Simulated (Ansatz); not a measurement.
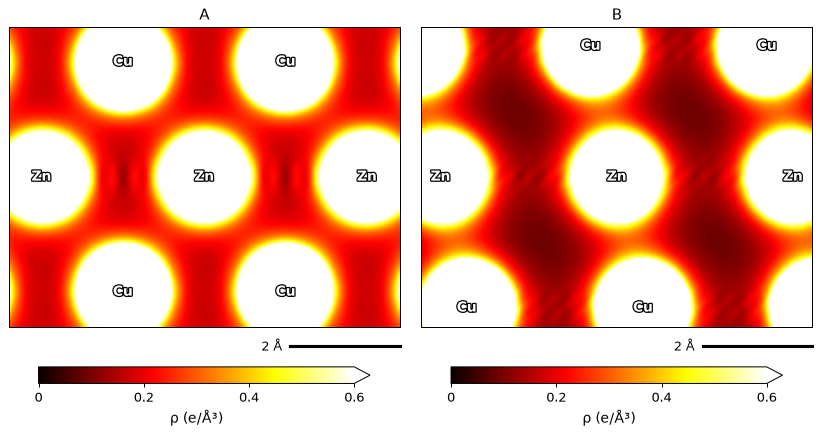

ZnCu. The valence electron density of two cells that differ in size and shape, on the (011̄) plane of each (indices in the axes of the calculation cell), at one length scale and on one colour scale: B has 14.3 Å³ an atom and A 13.3.

Method: DFT PBEsol, scalar-relativistic, plane waves, PAW in Ansatz.

The density is the valence pseudo-density of a PAW calculation; it isn't the true density close to the nuclei.

### What does the compression do to the bonding and the properties?

From the larger cell to the smaller, Zn–Cu goes from 2.45 to 2.58 Å, and the density at its midpoint from 0.31 to 0.25 e/Å³; the pressure goes from −1.8 to −9 GPa.
